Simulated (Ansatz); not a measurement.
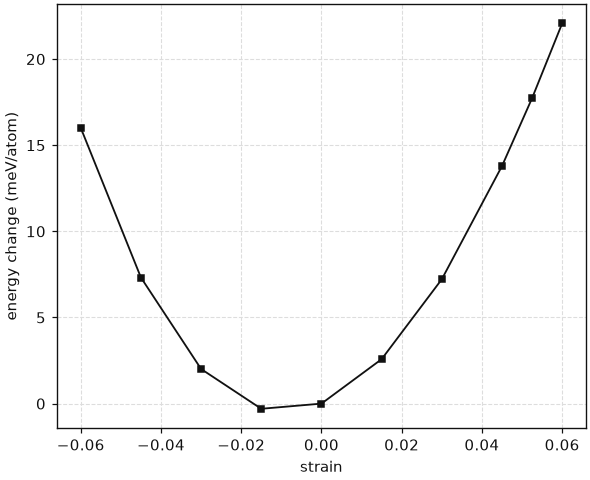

The picture above shows the energy change against strain for Cu, space group I4/mmm (No. 139).

Structure:
```xyz
1
Lattice="-1.4428 1.4428 1.3761 1.4428 -1.4428 1.3761 1.4428 1.4428 -1.3761" Properties=species:S:1:pos:R:3 pbc="T T T"
Cu    0.0000    0.0000    0.0000
```

Computed with Ansatz 0.2.0: homogeneous strain of a crystal along one Voigt pattern with engineering shear, fractional coordinates fixed, by plane-wave density functional theory with PAW datasets, free energies less that of the undisturbed cell, pressure positive in compression; scalar-relativistic. Level: PBEsol, no spin polarisation.

```tsv
setting	value
wave cutoff	420 eV
k mesh	24×24×24
occupations	Gaussian
smearing width	0.15 eV
k shift	(0, 0, 0) (mesh steps)
start	as given
strain pattern	(1, 0, 0, 0, 0, 0) (xx yy zz yz xz xy with engineering shear)
```

From this curve and the settings, what does the calculation give for the tensile stress summed over the strain pattern and pressure at the same points?

The tensile stress summed over the strain pattern rises from −9.8 GPa at strain −0.0600 to 8.5 GPa at 0.0600, and changes sign near −0.009. The pressure falls from 10.0 GPa at strain −0.0600 to −9.3 GPa at 0.0600, and changes sign near −0.009.

```tsv
strain	tensile stress summed over the strain pattern (GPa)	pressure (GPa)
-0.0600	-9.8	10.0
-0.0450	-6.5	6.7
-0.0300	-3.5	3.8
-0.0150	-0.9	1.0
0.0000	1.4	-1.4
0.0150	3.4	-3.7
0.0300	5.3	-5.7
0.0450	7.0	-7.6
0.0525	7.7	-8.5
0.0600	8.5	-9.3
```

Keep in mind: reference crystal is not relaxed.
